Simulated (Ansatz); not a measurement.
**MoS2: density, localisation and related maps**

Input

```
crystal:
  lattice:
    - [3.1493511271, 0.0, 0.0]
    - [-1.5746755636, 2.7274180815, 0.0]
    - [0.0, 0.0, 12.0907538561]
  atoms:
    - { symbol: Mo, position: [0.3513884298, 0.6901960107, 0.2514334959] }
    - { symbol: Mo, position: [0.6262589106, 0.3228428708, 0.7540074155] }
    - { symbol: S, position: [0.3194565382, 0.6429385709, 0.6235155157] }
    - { symbol: S, position: [0.6538833767, 0.3226766045, 0.1274659127] }
    - { symbol: S, position: [0.3374750214, 0.6370666677, 0.8626534174] }
    - { symbol: S, position: [0.7115377233, 0.3842792755, 0.3809242429] }
basis:
  ecutwfc: 420
kpoints:
  mp_grid: { grid: [12, 12, 2] }
hamiltonian:
  xc: pbe
  dispersion: d3bj
scf:
  occupations: { method: gaussian, width: 0.05 }
output:
  forces: true
  stress: true
  eigenvalues: true
  write_density: true
  write_potential: true
  elf: true
  volumetric_format: npy
relax:
  adjacent_minimum: "off"
  f_tol: 0.01
  max_steps: 80
  cell: { stress_tol: 0.1 }
```

Command:

```sh
ansatz run input.yaml --threads 1 --pin off --max-ram 2560MiB --backend cpu --events-out ev --progress --plain --runs-dir out
```

Below, planes, directions and counts refer to the conventional cell (a = 3.15 Å, b = 3.15 Å, c = 12.09 Å, α = 90.01°, β = 90.01°, γ = 120.00°).

The fields are those of the relaxed geometry.

Space group P6₃/mmc; changed on purpose from its base cell (all atoms moved at random, sigma 0.1 A a component; relaxed back); computed without spin polarisation.

Theory: DFT PBE+D3(BJ), scalar-relativistic, plane waves, PAW (Ansatz 0.2.0).

The density is the valence pseudo-density of a PAW calculation; it isn't the true density close to the nuclei.

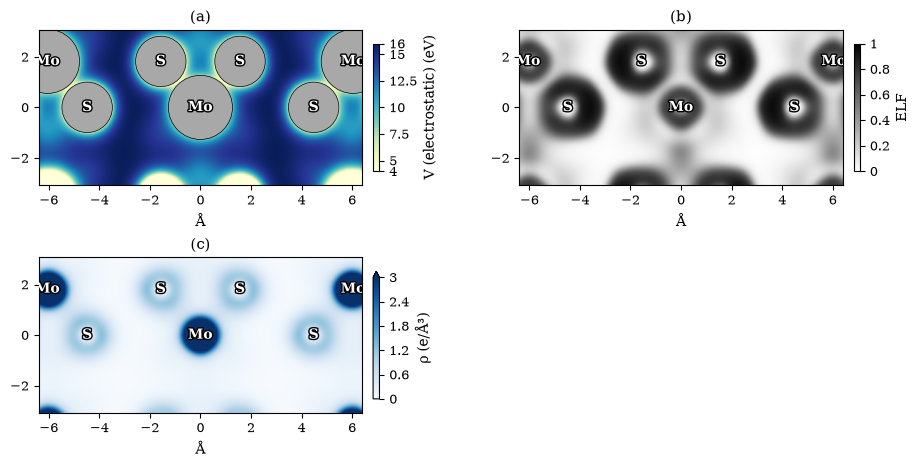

Figure 1. (a) electrostatic potential energy of an electron; (b) electron localisation function; (c) valence electron density on the (110) plane of the conventional cell. Grey discs cover the atomic cores in the potential map.

Question: Describe what can be read from this map.

Answer:
- The section cuts through Mo and S sites.
- Mo–S (2.40 Å): ρ is about 0.61 e/Å³ halfway; the ELF peaks at about 0.85 in the valence shell of S, 0.8 Å from its nucleus, and is about 0.45 at the midpoint.
- Between the atoms the lowest density in this plane is 0.02 e/Å³.
- The features right at Mo lie inside the PAW spheres, where the map follows smoothed inner orbitals and isn't to be read closely.
- Outside the cores the potential energy rises away from the atoms and is highest about 2.3 Å from the nearest atoms; its zero is arbitrary.

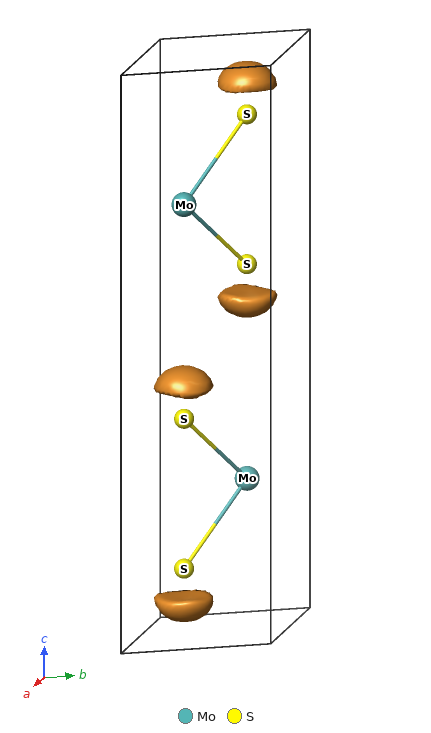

Figure 2. Isosurface of the electron localisation function at 0.9 (orange), seen slightly off an axis. Only the valence region is drawn (cores and ρ < 0.01 e/Å³ removed). Sticks mark near contacts.

Question: Describe the localisation domains.

Answer: The surface consists of four lobes on S, pointing away from the bonds (lone pairs), counted in one cell of 6 atoms. Regions shared between cells count once.

Question: Metal or insulator at this level of theory?

Answer: It is gapped, with a Kohn–Sham gap of 0.78 eV on the k-point mesh (the band edges may lie off the mesh, which would make the gap smaller).
